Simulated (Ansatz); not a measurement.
Geometry relaxation of CO$_{2}$ (part 1 of 2)

CO$_{2}$ (6 atoms in the cell), computed with DFT r2SCAN, scalar-relativistic, plane waves, PAW, no spin polarisation (Ansatz 0.2.0).

The structure derives from an entry of the Crystallography Open Database. Figures and captions count atoms from 1; the log counts them from 0 in places.

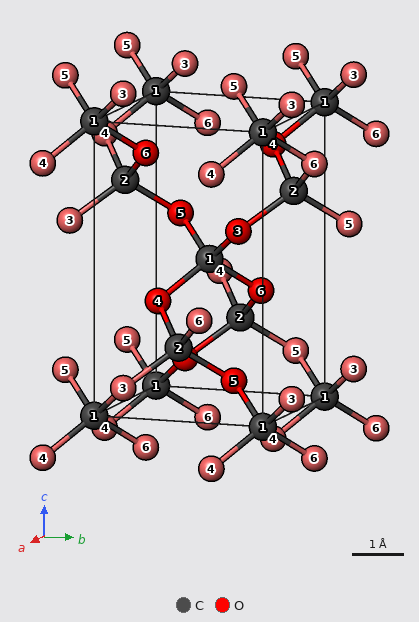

Fig. 1: The structure as given in the input (ball-and-stick view of the cell 2 times as large as that of the calculation, set on its symmetry axes, seen slightly off an axis; neighbours outside the cell are drawn fainter; atoms are numbered from 1 in the order of the input). Near neighbours in the crystal (not all of them lie inside the picture): C has 4 O at 1.38 Å; O has 2 C at 1.38 Å.

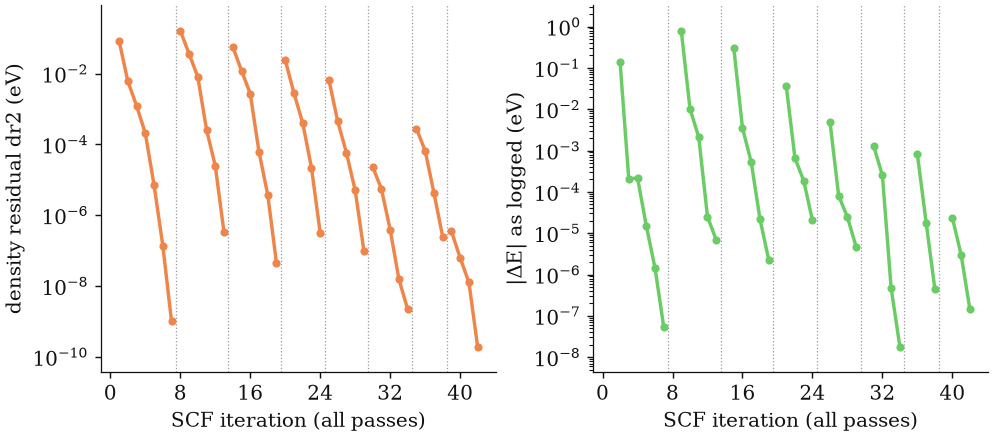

Fig. 2: Convergence of the self-consistent field: density residual dr2 and size of the energy change against the SCF iteration. The dotted lines part the SCF passes of the relaxation: geometry steps, rejected trials and re-solves on a re-selected basis. The 8 passes take 4 to 7 iterations each, 42 in all.

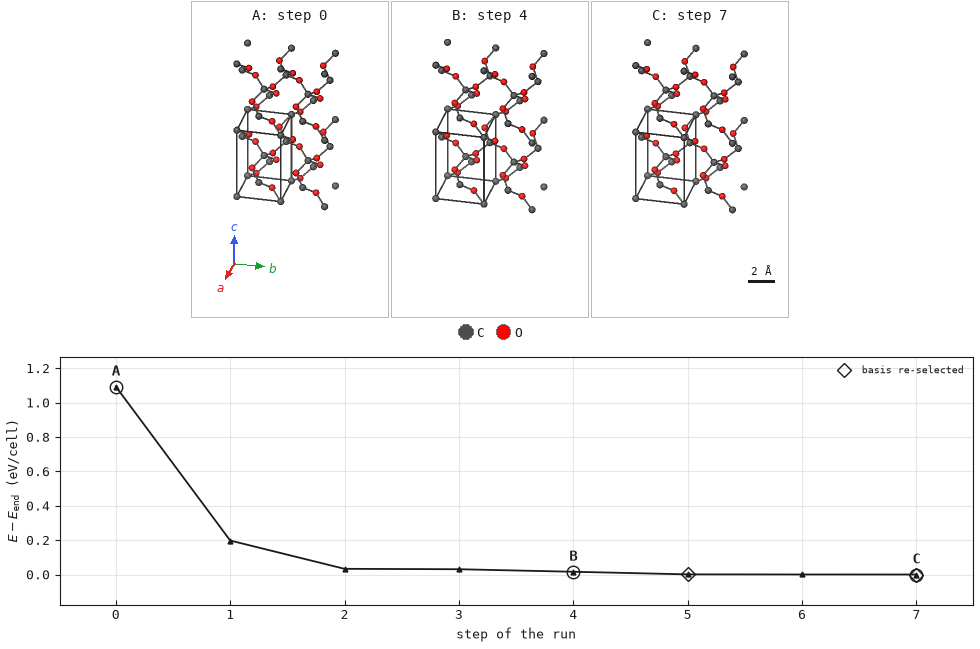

Fig. 3: Frames of the relaxation (ball-and-stick view of the cell 2 times as large as that of the calculation, set on its symmetry axes, repeated 1 × 2 × 2, seen at an oblique angle) above the curves, on which the letters mark them (the first geometry is step 0 here and step 1 in the log).

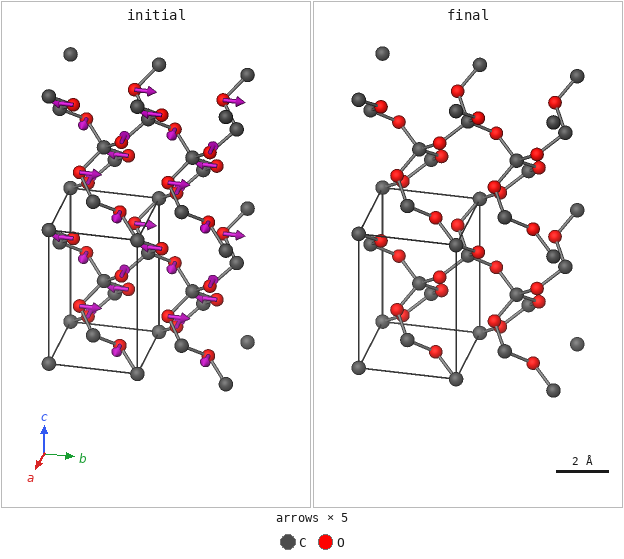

Fig. 4: Before (left) and after (right) the relaxation, at one scale (ball-and-stick view of the cell 2 times as large as that of the calculation, set on its symmetry axes, repeated 1 × 2 × 2, seen at an oblique angle). The pink arrows give the displacements (without the part carried along by the change of the cell), magnified 5 times. The largest moves relative to the cell, 0.18 Å, are those of O3, O4, O5 and O6. C stays in place. The drawn cell changes as follows: a = b 3.552 → 3.908 Å (+10.0 %), c 5.918 → 5.937 Å (+0.3 %); the volume changes by +21.4 %. Among the contacts that change: C1–O3 1.383 → 1.391 Å. Among the angles that change: C1–O5–C2 113.3° → 123.8°. The space group stays I-42d (No. 122). After 5 geometry steps the energy has fallen by 1.093 eV per cell of the calculation. The largest force component goes from 1.8 to under 0.0001 eV/Å. The pressure goes from 29.32 to 0.05 GPa. 1 further SCF at an unchanged geometry re-selected the plane-wave basis for the new cell. The energy change given includes the shifts at the re-selections in mid-walk, which come without any move. A last SCF at the same geometry on a re-selected plane-wave basis shifts the energy by −0.2 meV per cell of the calculation. (Atoms are counted from 1 in the order of the input.)

The input that produced these results follows, with the program's output.

### Input file
```yaml
crystal:
  lattice:
    - [-1.7759, 1.7759, 2.9592]
    - [1.7759, -1.7759, 2.9592]
    - [1.7759, 1.7759, -2.9592]
  atoms:
    - { symbol: C, position: [0.0, 0.0, 0.0] }
    - { symbol: C, position: [0.75, 0.25, 0.5] }
    - { symbol: O, position: [0.375, 0.339, 0.464] }
    - { symbol: O, position: [0.661, 0.125, 0.036] }
    - { symbol: O, position: [0.875, 0.911, 0.536] }
    - { symbol: O, position: [0.089, 0.625, 0.964] }
basis:
  ecutwfc: 500
kpoints:
  mp_grid: { grid: [8, 8, 8] }
hamiltonian:
  xc: r2scan
scf:
  occupations: { method: gaussian, width: 0.1 }
output:
  forces: true
  stress: true
  eigenvalues: true
relax:
  adjacent_minimum: "off"
  f_tol: 0.05
  max_steps: 80
  cell: { stress_tol: 0.5 }
```

Command:
```bash
ansatz run input.yaml --threads 2 --pin off --max-ram 5120MiB --backend cpu --events-out ev --progress --plain --runs-dir out
```

### The program's output
```
Engine: ansatz 0.2.0, aarch64-unknown-linux-gnu
Pseudopotentials: kind: paw
Pseudopotential: C, paw, valence charge 4, recommended cutoff 500 eV (meta_gga), C.paw.azcp
Pseudopotential: O, paw, valence charge 6, recommended cutoff 500 eV (meta_gga), O.paw.azcp
Functional definition: r2SCAN
  parameter k0 = 0.174
  parameter k1 = 0.065
  parameter a1 = 4.9479
  exchange = r2scan_x(k0 = k0, k1 = k1, a1 = a1)
  correlation = r2scan_c
Crystal: 6 atoms, lattice volume = 37.331 Å³
Basis set: ecut = 500 eV, 951 PW (Γ), exchange–correlation on 120×120×120 points (64 copies of the dense FFT grid, shifted against one another)
Bands: 22, of which v1, the nominal top of the filled ones, is band 16 counted from 1 (15 counted from 0)
Symmetry: 8 space group operations
Space group: I-42d (ITA 122), of the structure as read, at distance tolerance 3.3e-5 Å
k-points: 59 of 512 (time reversal used)
Non-local potential: C, projectors of the file, l = 0: 2, l = 1: 2, l = 2: 1
Non-local potential: O, projectors of the file, l = 0: 2, l = 1: 2, l = 2: 1
PAW form: soft (Blöchl's): semilocal exchange-correlation on the pseudo side does not see the compensation charge
PAW frozen core: C, regenerated for the run's functional (the file was generated under x = pbe(κ = 0.804, μ = 0.2195149727645171), c = pbe(β = 0.06672455060314922))
PAW frozen core: O, regenerated for the run's functional (the file was generated under x = pbe(κ = 0.804, μ = 0.2195149727645171), c = pbe(β = 0.06672455060314922))
PAW one-centre angular grid: C, 302 points (default); XC on 239 of its mesh's 2573 points in the sphere
PAW one-centre angular grid: O, 302 points (default); XC on 160 Gauss nodes
Initial density: superposition of atomic densities (neutral atoms: chi_scale 0, normalization atom), corrected by the library's trained network
Initial wavefunctions: pseudopotential atomic-orbital guess
Functional: x = r2scan, c = r2scan; τ floored in thin density (d = 2e-4 eV/Å³)
SCF iter   1: F=—  HF=-2771.749102 eV  |F-HF|=—  |Δ(HF+E_count)|=         —  Δρ=1.74e-2  dr2=8.48e-2  dr2_τ=8.41e-1  ethr=1.77e-3  ⟨swp⟩=5.9  Hψ=5927  notcnv=0  defer=1
preconditioner: auto → none  [insulator: Δε(μ)=7.997 eV  Ē_g=21.169 eV  σ=0.100 eV  W_gap=1.00  n_scr=14 (ndim 8)  ℏωp=34.4 eV  f_vac=0.000  D(μ)=0.00/eV (n_scr^D=0)  ε∞_Penn≈3.6]
SCF iter   2: F=—  HF=-2771.890608 eV  |F-HF|=—  |Δ(HF+E_count)|=   1.42e-1  Δρ=7.91e-3  dr2=6.06e-3  dr2_τ=4.36e-3  ethr=2.65e-4  ⟨swp⟩=2.0  Hψ=2896  notcnv=0  defer=109
SCF iter   3: F=—  HF=-2771.890403 eV  |F-HF|=—  |Δ(HF+E_count)|=   2.05e-4  Δρ=3.48e-3  dr2=1.23e-3  dr2_τ=1.95e-4  ethr=1.89e-5  ⟨swp⟩=2.0  Hψ=1913  notcnv=0  defer=109
SCF iter   4: F=—  HF=-2771.890620 eV  |F-HF|=—  |Δ(HF+E_count)|=   2.17e-4  Δρ=1.46e-3  dr2=2.06e-4  dr2_τ=3.46e-5  ethr=3.84e-6  ⟨swp⟩=1.0  Hψ=1189  notcnv=0  defer=109
SCF iter   5: F=—  HF=-2771.890635 eV  |F-HF|=—  |Δ(HF+E_count)|=   1.52e-5  Δρ=2.80e-4  dr2=7.12e-6  dr2_τ=1.53e-6  ethr=6.43e-7  ⟨swp⟩=2.7  Hψ=2195  notcnv=0  defer=109
SCF iter   6: F=—  HF=-2771.890637 eV  |F-HF|=—  |Δ(HF+E_count)|=   1.44e-6  Δρ=4.05e-5  dr2=1.38e-7  dr2_τ=3.26e-8  ethr=2.23e-8  ⟨swp⟩=2.9  Hψ=2412  notcnv=0  defer=109
SCF iter   7: F=-2771.890637 eV  HF=-2771.890637 eV  |F-HF|=5.58e-10  |Δ(HF+E_count)|=   5.32e-8  Δρ=2.70e-6  dr2=9.96e-10  dr2_τ=3.11e-10  ethr=3.13e-10  ⟨swp⟩=9.7  Hψ=5980  notcnv=0
SCF 1 converged in 7 iterations: F = -2771.890637 eV  dr2 = 9.96e-10
  greatest PAW one-centre occupation: 0.880 electrons in one spin orbital (limit 2), on the O atom at site 5 (counted from 0), in its partial waves of l = 0
relax step   1: F+E_penalty+E_count = -2771.89063656 eV  Δ(F+E_penalty+E_count) = +0.000e0 eV  max|allowed force component| = 1.779e0 eV/Å  Δτ_max = 0.0000 Å  P = +29.318 GPa  Ω = 37.331 Å³  (7 SCF iters, dr2 threshold 1.00e-7 eV, accepted)
Crystal: 6 atoms, lattice volume = 41.948 Å³
Basis set: ecut = 500 eV, 1071 PW (Γ), exchange–correlation on 120×120×120 points (64 copies of the dense FFT grid, shifted against one another)
Initial density: handed on by an earlier stage of this run
Initial wavefunctions: those handed on with the density
iter 1 solved again at ethr=5.07e-4 eV; its pass at ethr=3.10e-3 eV (dr2=1.62e-1 eV) is discarded
SCF iter   1: F=—  HF=-2771.980221 eV  |F-HF|=—  |Δ(HF+E_count)|=         —  Δρ=3.70e-2  dr2=1.63e-1  dr2_τ=1.70e0  ethr=5.07e-4  ⟨swp⟩=1.0  Hψ=8496  notcnv=0
preconditioner: auto → none  [insulator: Δε(μ)=8.417 eV  Ē_g=20.573 eV  σ=0.100 eV  W_gap=1.00  n_scr=14 (ndim 8)  ℏωp=32.4 eV  f_vac=0.016  D(μ)=0.00/eV (n_scr^D=0)  ε∞_Penn≈3.5]
SCF iter   2: F=—  HF=-2772.778470 eV  |F-HF|=—  |Δ(HF+E_count)|=   7.98e-1  Δρ=1.76e-2  dr2=3.62e-2  dr2_τ=4.73e-3  ethr=5.07e-4  ⟨swp⟩=2.4  Hψ=2459  notcnv=0
SCF iter   3: F=—  HF=-2772.788684 eV  |F-HF|=—  |Δ(HF+E_count)|=   1.02e-2  Δρ=6.51e-3  dr2=8.10e-3  dr2_τ=1.70e-3  ethr=1.13e-4  ⟨swp⟩=2.1  Hψ=2533  notcnv=0
SCF iter   4: F=—  HF=-2772.786581 eV  |F-HF|=—  |Δ(HF+E_count)|=   2.10e-3  Δρ=1.44e-3  dr2=2.62e-4  dr2_τ=4.35e-5  ethr=2.53e-5  ⟨swp⟩=2.0  Hψ=1994  notcnv=0
SCF iter   5: F=—  HF=-2772.786606 eV  |F-HF|=—  |Δ(HF+E_count)|=   2.49e-5  Δρ=4.77e-4  dr2=2.45e-5  dr2_τ=5.44e-6  ethr=8.19e-7  ⟨swp⟩=2.9  Hψ=2426  notcnv=0
SCF iter   6: F=-2772.786613 eV  HF=-2772.786613 eV  |F-HF|=1.44e-7  |Δ(HF+E_count)|=   6.86e-6  Δρ=4.73e-5  dr2=3.28e-7  dr2_τ=5.03e-8  ethr=1.87e-9  ⟨swp⟩=5.6  Hψ=7174  notcnv=0
SCF 2 converged in 6 iterations: F = -2772.786613 eV  dr2 = 3.28e-7
  greatest PAW one-centre occupation: 0.875 electrons in one spin orbital (limit 2), on the O atom at site 5 (counted from 0), in its partial waves of l = 0
relax step   2: F+E_penalty+E_count = -2772.78661277 eV  Δ(F+E_penalty+E_count) = -8.960e-1 eV  max|allowed force component| = 7.176e-1 eV/Å  Δτ_max = 0.0878 Å  P = +6.550 GPa  Ω = 41.948 Å³  energy of the carried Pulay correction = -6.654e-3 eV  (6 SCF iters, dr2 threshold 6.00e-7 eV, accepted)
Crystal: 6 atoms, lattice volume = 44.432 Å³
Basis set: ecut = 500 eV, 1135 PW (Γ), exchange–correlation on 120×120×120 points (64 copies of the dense FFT grid, shifted against one another)
iter 1 solved again at ethr=1.75e-4 eV; its pass at ethr=3.10e-3 eV (dr2=5.60e-2 eV) is discarded
SCF iter   1: F=—  HF=-2772.637722 eV  |F-HF|=—  |Δ(HF+E_count)|=         —  Δρ=2.20e-2  dr2=5.66e-2  dr2_τ=6.10e-1  ethr=1.75e-4  ⟨swp⟩=1.0  Hψ=8789  notcnv=0
preconditioner: auto → none  [insulator: Δε(μ)=8.576 eV  Ē_g=20.486 eV  σ=0.100 eV  W_gap=1.00  n_scr=14 (ndim 8)  ℏωp=31.5 eV  f_vac=0.031  D(μ)=0.00/eV (n_scr^D=0)  ε∞_Penn≈3.4]
SCF iter   2: F=—  HF=-2772.948201 eV  |F-HF|=—  |Δ(HF+E_count)|=   3.10e-1  Δρ=1.04e-2  dr2=1.21e-2  dr2_τ=1.65e-3  ethr=1.75e-4  ⟨swp⟩=2.1  Hψ=2510  notcnv=0
SCF iter   3: F=—  HF=-2772.951742 eV  |F-HF|=—  |Δ(HF+E_count)|=   3.54e-3  Δρ=3.82e-3  dr2=2.68e-3  dr2_τ=6.30e-4  ethr=3.77e-5  ⟨swp⟩=2.9  Hψ=2671  notcnv=0
SCF iter   4: F=—  HF=-2772.951220 eV  |F-HF|=—  |Δ(HF+E_count)|=   5.23e-4  Δρ=7.56e-4  dr2=6.11e-5  dr2_τ=1.15e-5  ethr=8.37e-6  ⟨swp⟩=2.0  Hψ=1987  notcnv=0
SCF iter   5: F=—  HF=-2772.951242 eV  |F-HF|=—  |Δ(HF+E_count)|=   2.20e-5  Δρ=2.01e-4  dr2=3.75e-6  dr2_τ=7.82e-7  ethr=1.91e-7  ⟨swp⟩=2.6  Hψ=2284  notcnv=0
SCF iter   6: F=-2772.951244 eV  HF=-2772.951244 eV  |F-HF|=2.20e-8  |Δ(HF+E_count)|=   2.27e-6  Δρ=2.24e-5  dr2=4.41e-8  dr2_τ=1.02e-8  ethr=1.87e-9  ⟨swp⟩=6.4  Hψ=6255  notcnv=0
SCF 3 converged in 6 iterations: F = -2772.951244 eV  dr2 = 4.41e-8
  greatest PAW one-centre occupation: 0.873 electrons in one spin orbital (limit 2), on the O atom at site 5 (counted from 0), in its partial waves of l = 0
relax step   3: F+E_penalty+E_count = -2772.95124388 eV  Δ(F+E_penalty+E_count) = -1.646e-1 eV  max|allowed force component| = 2.173e-1 eV/Å  Δτ_max = 0.0526 Å  P = +0.407 GPa  Ω = 44.432 Å³  energy of the carried Pulay correction = -9.925e-3 eV  (6 SCF iters, dr2 threshold 6.00e-7 eV, accepted)
Crystal: 6 atoms, lattice volume = 44.483 Å³
Basis set: ecut = 500 eV, 1131 PW (Γ), exchange–correlation on 120×120×120 points (64 copies of the dense FFT grid, shifted against one another)
iter 1 solved again at ethr=7.38e-5 eV; its pass at ethr=3.10e-3 eV (dr2=2.36e-2 eV) is discarded
SCF iter   1: F=—  HF=-2772.915939 eV  |F-HF|=—  |Δ(HF+E_count)|=         —  Δρ=1.27e-2  dr2=2.40e-2  dr2_τ=1.56e-1  ethr=7.38e-5  ⟨swp⟩=1.5  Hψ=8478  notcnv=0
preconditioner: auto → none  [insulator: Δε(μ)=8.703 eV  Ē_g=20.852 eV  σ=0.100 eV  W_gap=1.00  n_scr=14 (ndim 8)  ℏωp=31.5 eV  f_vac=0.029  D(μ)=0.00/eV (n_scr^D=0)  ε∞_Penn≈3.3]
SCF iter   2: F=—  HF=-2772.952714 eV  |F-HF|=—  |Δ(HF+E_count)|=   3.68e-2  Δρ=5.01e-3  dr2=2.77e-3  dr2_τ=6.69e-4  ethr=7.38e-5  ⟨swp⟩=2.0  Hψ=2458  notcnv=0
SCF iter   3: F=—  HF=-2772.953373 eV  |F-HF|=—  |Δ(HF+E_count)|=   6.59e-4  Δρ=2.09e-3  dr2=3.98e-4  dr2_τ=1.10e-4  ethr=8.67e-6  ⟨swp⟩=3.0  Hψ=2347  notcnv=0
SCF iter   4: F=—  HF=-2772.953559 eV  |F-HF|=—  |Δ(HF+E_count)|=   1.86e-4  Δρ=4.99e-4  dr2=2.17e-5  dr2_τ=6.19e-6  ethr=1.25e-6  ⟨swp⟩=2.0  Hψ=1984  notcnv=0
SCF iter   5: F=-2772.953579 eV  HF=-2772.953579 eV  |F-HF|=2.53e-7  |Δ(HF+E_count)|=   2.04e-5  Δρ=5.75e-5  dr2=3.10e-7  dr2_τ=6.46e-8  ethr=1.87e-9  ⟨swp⟩=5.1  Hψ=7086  notcnv=0
SCF 4 converged in 5 iterations: F = -2772.953579 eV  dr2 = 3.10e-7
relax step   4: F+E_penalty+E_count = -2772.95357927 eV  Δ(F+E_penalty+E_count) = -2.335e-3 eV  max|allowed force component| = 3.423e-1 eV/Å  Δτ_max = 0.0262 Å  P = +5.815 GPa  Ω = 44.483 Å³  energy of the carried Pulay correction = -9.990e-3 eV  (5 SCF iters, dr2 threshold 6.00e-7 eV, accepted)
Crystal: 6 atoms, lattice volume = 45.154 Å³
Basis set: ecut = 500 eV, 1147 PW (Γ), exchange–correlation on 120×120×120 points (64 copies of the dense FFT grid, shifted against one another)
iter 1 solved again at ethr=2.10e-5 eV; its pass at ethr=3.10e-3 eV (dr2=6.73e-3 eV) is discarded
```
